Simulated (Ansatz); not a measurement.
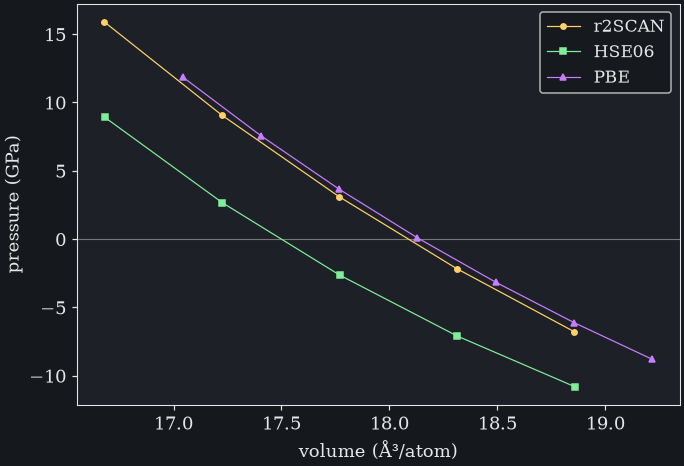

The picture above shows the pressure against volume, with one curve for each functional, for Nb (space group Im-3m).

Calculation (Ansatz 0.2.0 development build): equation of state of a cubic crystal from periodic Kohn-Sham density functional theory without spin, third-order Birch-Murnaghan fit to the free energies; pressure corrected for the finite basis.

| setting | value |
| --- | --- |
| structure type | bcc |
| atoms in cell | 1 |
| space group number | 229 |
| lattice centring | body-centred primitive |
| occupation method | Fermi–Dirac |
| datasets | soft-1 PAW |
| density tolerance | 1e−07 eV |
| bands | 11 |
| density cutoff ratio | 4 |
| search for lower states | default |

Settings that differ: r2SCAN: wave cutoff 500 eV, k mesh 14×14×14, occupation width 0.1 eV; HSE06: wave cutoff 420 eV, k mesh 6×6×6, exchange singularity Wigner-Seitz, occupation width 0.1 eV; PBE: wave cutoff 420 eV, k mesh 46×46×46, occupation width 0.0612 eV.

**Order the curves by fitted equilibrium volume, smallest first.**

HSE06 17.49, r2SCAN 18.08, PBE 18.14 Å³/atom.

**For r2SCAN: what does the pressure do across the range?**

It falls from 15.9 GPa at volume 16.68 Å³/atom to −6.8 GPa at 18.85 Å³/atom, and changes sign near 18.09 Å³/atom.

**For HSE06: how does the pressure vary with volume?**

It falls from 8.9 GPa at volume 16.68 Å³/atom to −10.8 GPa at 18.86 Å³/atom, and changes sign near 17.50 Å³/atom.

**For PBE: what does the pressure do across the range?**

It falls from 11.9 GPa at volume 17.04 Å³/atom to −8.8 GPa at 19.22 Å³/atom, and changes sign near 18.14 Å³/atom.

Limits of the calculation: coarse k-mesh, values are not converged in k (HSE06); modest k-mesh, values are not fully converged in k (r2SCAN).
